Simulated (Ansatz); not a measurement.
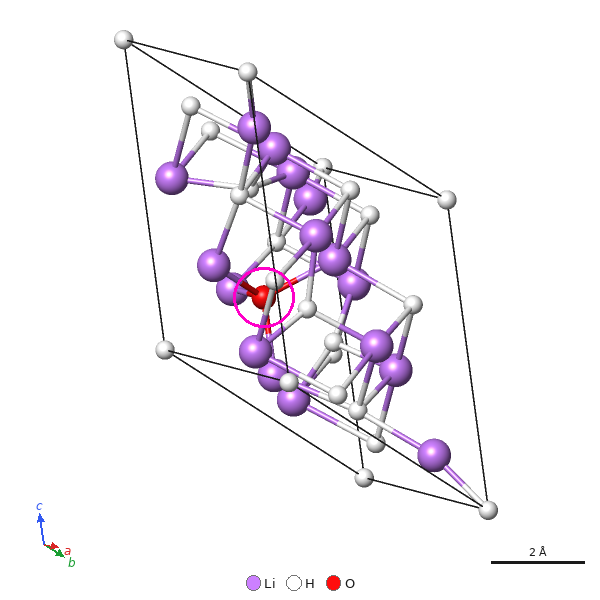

A ball-and-stick rendering, viewed slightly off an axis. The supercell is outlined; an atom on or near a face, edge or corner is repeated at each equivalent position. The host is LiH, in a cell of 32 sites, and the cell carries a charge of -2. A ring marks the defect's site.

**What kind of defect was put in?**

An interstitial oxygen atom. It is bonded to four Li in a tetrahedral arrangement at about 1.7 Å.

The atoms were relaxed in the host's cell with DFT PBE, scalar-relativistic, plane waves, PAW (Ansatz).
